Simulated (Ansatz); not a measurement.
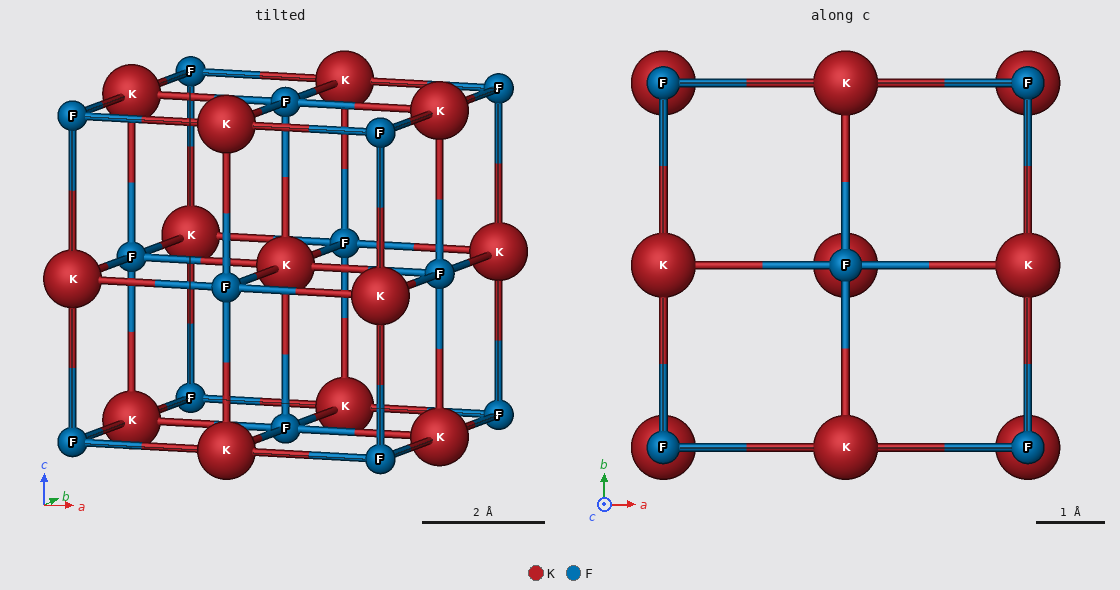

A ball-and-stick rendering, viewed slightly off an axis and along the c axis. Lines trace the edges of the conventional unit cell.

KF, rock salt (NaCl type), space group Fm-3m (No. 225), a = 5.421 Å, b = 5.421 Å, c = 5.421 Å, α = 90.00°, β = 90.00°, γ = 90.00°. It goes back to a random cell made by a generator, so it need not be a real form of the compound. Earlier steps of the study, as a rule a relaxation of our own, may have changed the cell and positions, so they can lie some per cent off the listed ones. It was the input of a calculation with Ansatz.

This one geometry was computed with Ansatz (DFT, plane waves, PAW) at three levels of theory: r2SCAN, PBE and LDA.

Q: Which level gives the highest pressure at this volume, and what does that say about its equilibrium volume?

A: Highest: PBE (0.0 GPa), which points to the largest equilibrium volume. Lowest, with the smallest volume: LDA (-4.4 GPa). Levels within 0.5 GPa of each other can't be told apart.

Q: How does the band gap change with the level of theory?

A: LDA: a gap of 5.60 eV, direct; PBE: a gap of 5.96 eV, direct; r2SCAN: a gap of 6.61 eV, direct.

Q: Collect the results in a table.

A:
| level | cutoff (eV) | k-mesh of the run's cell | gap (eV) | pressure (GPa) |
| --- | --- | --- | --- | --- |
| r2SCAN | 500 | 8×8×8 | 6.61 | -1.8 |
| PBE | 420 | 8×8×8 | 5.96 | 0.0 |
| LDA | 420 | 8×8×8 | 5.60 | -4.4 |

Gaps are taken on the k-mesh or band path of each run.
